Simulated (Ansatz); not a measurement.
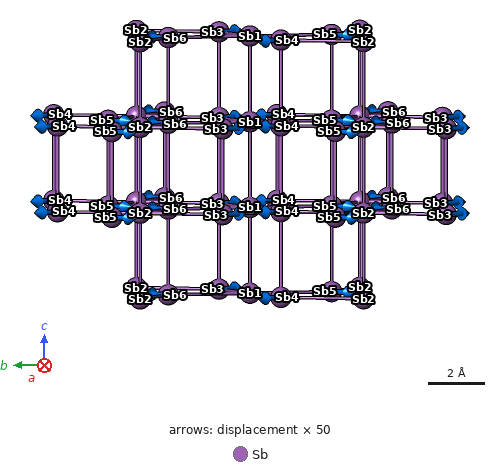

This is a relaxation of a crystal of Sb (a generated structure, set up in P4/mbm). The starting structure is drawn; blue arrows show the displacements (the part carried along by the change of the cell is left out), magnified 50 times.

The picture is a ball-and-stick view of the cell of the calculation, seen from a free direction.

Level of theory: DFT PBE, scalar-relativistic, plane waves, PAW (Ansatz 0.2.0). Set-up: plane-wave cutoff 420 eV; k-point mesh 6 × 6 × 12; occupations gaussian; smearing width 0.1 eV; no spin polarisation; cell and atoms relaxed; force threshold 0.01 eV/Å; at most 80 steps.

### What did the optimiser do to the structure, and how much energy did it gain?

The largest moves relative to the cell, 0.024 Å, are those of Sb3, Sb4, Sb5 and Sb6. Sb3 goes along [1 −1 0]. Cell: a = b 7.991 → 7.916 Å (−0.9 %), c 3.070 → 3.139 Å (+2.3 %). Volume +0.3 %. Some distances before and after: Sb3–Sb4 2.994 → 2.916 Å, Sb1–Sb1 3.070 → 3.139 Å, Sb1–Sb3 3.122 → 3.103 Å. The space group stays P4/mbm (No. 127). After 4 accepted moves (5 points after the start) the energy has fallen by 10.5 meV per atom. The largest force component goes from 0.12 to 0.0026 eV/Å. Pressure: 0.08 GPa at the start and −0.01 GPa at the end. The SCF was repeated once at an unchanged geometry on a basis and grid sized afresh for the cell, which shifted the energy by less than 0.05 meV per atom at most.
